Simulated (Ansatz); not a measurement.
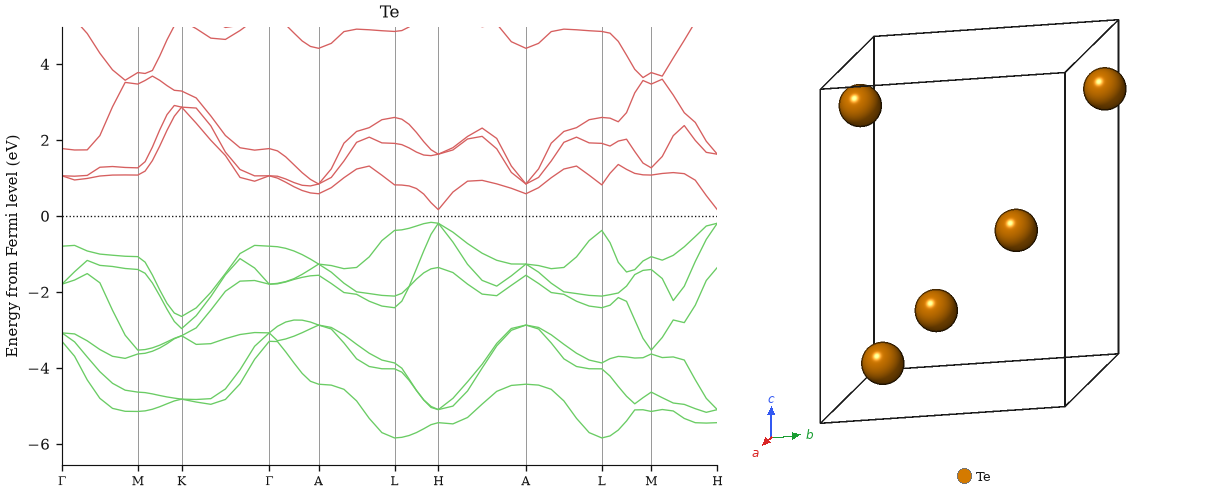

Band structure, beside the structure. Energies are counted from the Fermi level, put mid-gap where there is a gap. The path runs straight from each named point to the next. The path has few k points, so lines between them are rough.

System: Te, space group P3_121, 3 atoms in the cell.

```yaml
crystal:
  lattice:
    - [2.25277, 3.90191, 0.00000]
    - [-2.25277, 3.90191, 0.00000]
    - [0.00000, 0.00000, 5.98818]
  atoms:
    - { symbol: Te, position: [0.74500, 0.25500, 0.33330] }
    - { symbol: Te, position: [0.00000, 0.74500, 0.66663] }
    - { symbol: Te, position: [0.25500, 0.00000, 0.99997] }
```

Computed with Ansatz: DFT with r2SCAN, PAW plane waves, no spin polarisation, 7×7×5 k mesh.

> Is there a gap? Give its size, its kind and where the band edges lie.

The material is gapped. The gap along this path is 0.33 eV, from the valence-band top between L and H to the conduction-band bottom at H; the smallest direct gap, at H, is only slightly larger at 0.36 eV.

Spin-orbit coupling is left out, which matters for Te.
